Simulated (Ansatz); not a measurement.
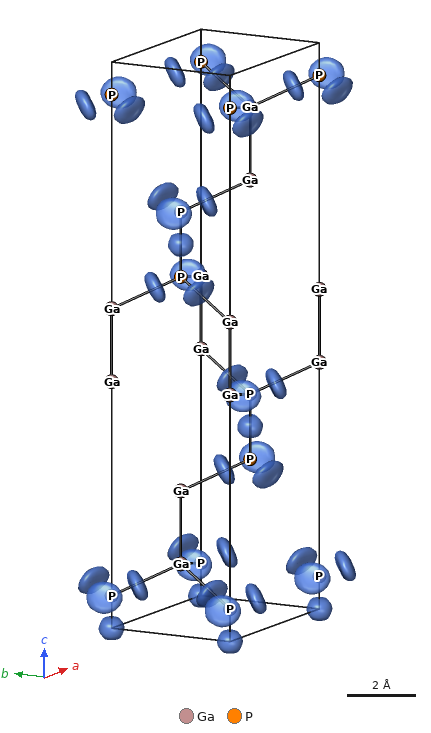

Figure 1: GaP. Isosurface of the electron localisation function at 0.85 (blue), seen at an oblique angle. Core shells and regions of very low density are left out. Sticks mark near contacts.

Space group R-3m; a structure from a database of computed crystals, not necessarily the ambient phase; not relaxed (largest force 0.5 eV/Å); computed pressure about 18 GPa in this cell; PAW files of the earlier set (soft_1).

These are results of DFT PBE, scalar-relativistic, plane waves, PAW in Ansatz, not measurements.

**Where are the electrons localised?**

The surface consists of three regions between bonded P–P atoms (shared pairs) and 18 lobes of the valence shell of P pointing towards Ga (polar bonds), counted in one cell of 12 atoms. Any copies at cell faces, edges or corners count once. Profiles from the grid: P–P (2.10 Å): the ELF peaks at about 0.90 between the atoms, as expected for a shared electron pair. Ga–P (2.27 Å): the ELF peaks at about 0.90 in the valence shell of P, 0.9 Å from its nucleus, and is about 0.75 at the midpoint.

**Does the calculation give a band gap?**

It is gapped, with a Kohn–Sham gap of 0.69 eV on the k-point mesh, an upper bound to the gap of this method.
